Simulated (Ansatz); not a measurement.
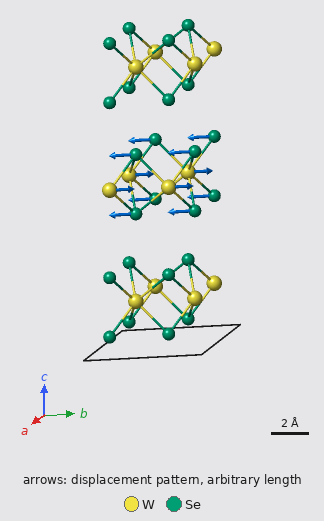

One vibrational mode of solid WSe$_{2}$ at the zone centre. The blue arrows give the relative displacements of the atoms. A ball-and-stick model of the 2 × 2 repeat of the cell, outlined in the plane, without the vacuum, seen slightly off an axis.

All numbers below come from DFT PBEsol, scalar-relativistic, plane waves, PAW in Ansatz.

Input
```yaml
crystal:
  lattice:
    - [3.2709028869, 0.0, 0.0]
    - [-1.6354514434, 2.8326849934, 0.0]
    - [0.0, 0.0, 29.1847510368]
  atoms:
    - { symbol: W, position: [0.6666666667, 0.3333333333, 0.0] }
    - { symbol: W, position: [0.3333333333, 0.6666666667, 0.7734641584] }
    - { symbol: W, position: [0.3333333333, 0.6666666667, 0.2265358416] }
    - { symbol: Se, position: [0.3333333333, 0.6666666667, 0.0573689676] }
    - { symbol: Se, position: [0.6666666667, 0.3333333333, 0.8308403025] }
    - { symbol: Se, position: [0.6666666667, 0.3333333333, 0.2838341571] }
    - { symbol: Se, position: [0.3333333333, 0.6666666667, 0.9426310324] }
    - { symbol: Se, position: [0.6666666667, 0.3333333333, 0.7161658429] }
    - { symbol: Se, position: [0.6666666667, 0.3333333333, 0.1691596975] }
basis:
  ecutwfc: 420
kpoints:
  mp_grid: { grid: [12, 12, 1] }
hamiltonian:
  xc: pbesol
scf:
  occupations: { method: gaussian, width: 0.05 }
output:
  eigenvalues: true
phonons:
  method: fd
  supercell: [1, 1, 1]
  amplitude: 0.02
  eigenvectors: true
  dielectric: false
```

Launched with:
```bash
ansatz run input.yaml --threads 2 --pin off --max-ram 5120MiB --backend cpu --events-out ev --progress --plain --runs-dir out
```

Frequencies are those without the non-analytic (LO–TO) term.

What mode is this, and where does it lie in the spectrum?

This is the E′ mode (doubly degenerate; one member of the set is drawn) at 30.4 meV, optical level 7 of 12, counted from below, infrared- and Raman-active by symmetry. All motion is along b of the drawn cell; the kinetic energy is shared as Se 54 %, W 46 %.

Limits of the set-up: layers or molecules are held without a dispersion correction, so their spacing is unreliable.
